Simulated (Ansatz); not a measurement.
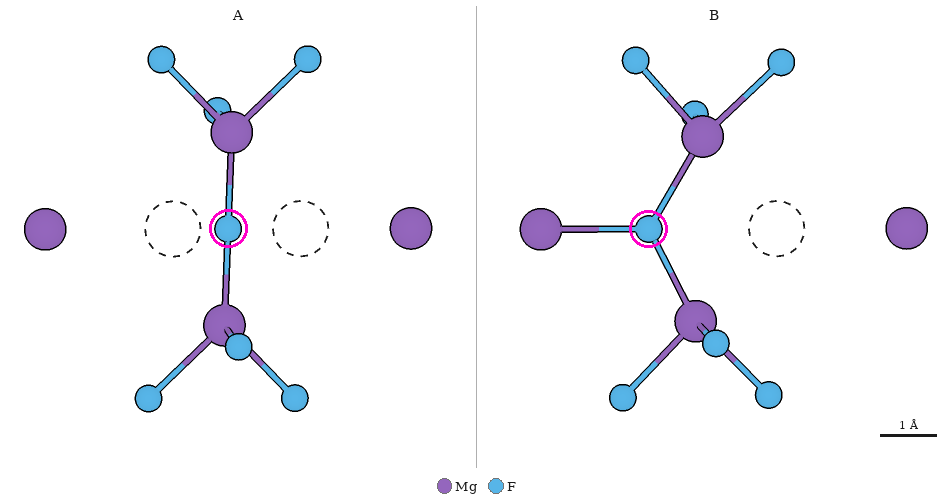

A vacancy jump of fluorine in MgF$_{2}$ (P4_2/mnm phase), in a cell of charge +1 (on a uniform background) with 23 atoms, whose images lie 6.6 Å apart. One frame is the relaxed vacancy; in the other the neighbouring F atom (ringed) was set half-way along its jump of 2.61 Å and all atoms were relaxed in the symmetry of that start. Dashed circles mark empty sites. The picture is a ball-and-stick view of the slice 3.8 Å thick through the jump, out to 3.7 Å from its middle, seen across the jump.

Level of theory: DFT PBE, scalar-relativistic, plane waves, PAW in Ansatz. Settings: plane-wave cutoff 420 eV; k-point mesh 4 × 4 × 4; occupations gaussian; smearing width 0.05 eV; no spin polarisation; atoms relaxed in a fixed cell; force threshold 0.02 eV/Å.

> What does the half-way point cost?

Frame A is the half-way start after relaxation. It lies 0.91 eV above the relaxed vacancy. The atom stays half-way, on the straight line. The symmetry of the start was kept and can hold it there, so for a path with one hump at the middle this is the barrier or an upper bound to it. There it has 2 Mg as nearest neighbours, the closest at 1.82 Å. The gap on the mesh is 6.14 eV with the relaxed vacancy and 5.93 eV half-way.

Limits of the set-up: the periodic images lie only 6.6 Å apart, so the values are limited by the cell's size; the cell is charged, on a uniform background, and energies carry no finite-size correction.
